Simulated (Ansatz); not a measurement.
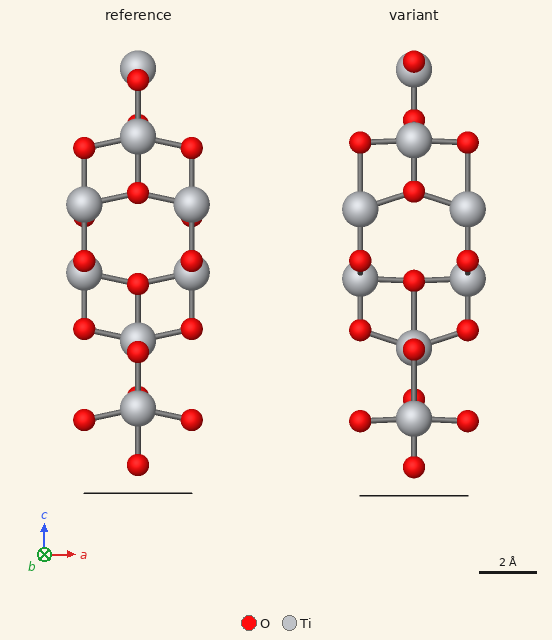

Left: a (0 0 1) slab of TiO$_{2}$ as cut from the relaxed bulk. Right: the same structure after one change, at the same scale. The picture is a ball-and-stick view of the 1 × 2 repeat of the cell, outlined in the plane, without the vacuum, seen along the b axis.

The calculation used DFT PBEsol, scalar-relativistic, plane waves, PAW (Ansatz 0.2.0). Settings: plane-wave cutoff 420 eV; occupations gaussian; no spin polarisation. The k-mesh is chosen for each cell (10×10×10, 7×7×1). Smearing widths differ between the runs.

The atoms of the slab are relaxed at the bulk's in-plane cell.

Q: And its effect?

A: The surface energy (mean of the two faces) falls from 5.83 to 4.84 J/m². The top spacing, between the Ti and O planes, goes from 0.40 to -0.27 Å (−167.6 %), the bottom one (O to O) from 1.58 to 1.62 Å (+2.5 %). The cell stays as it was. The largest move relative to the layer's centre is that of an O atom, 0.65 Å along the normal (+c). Largest moves by element: O 0.65 Å, Ti 0.36 Å. Some distances before and after: O–Ti 1.982 → 1.704 to 2.762 Å, O–Ti 1.928 → 1.886 to 2.013 Å. Contacts break: O–Ti (1.98 → 2.76 Å).
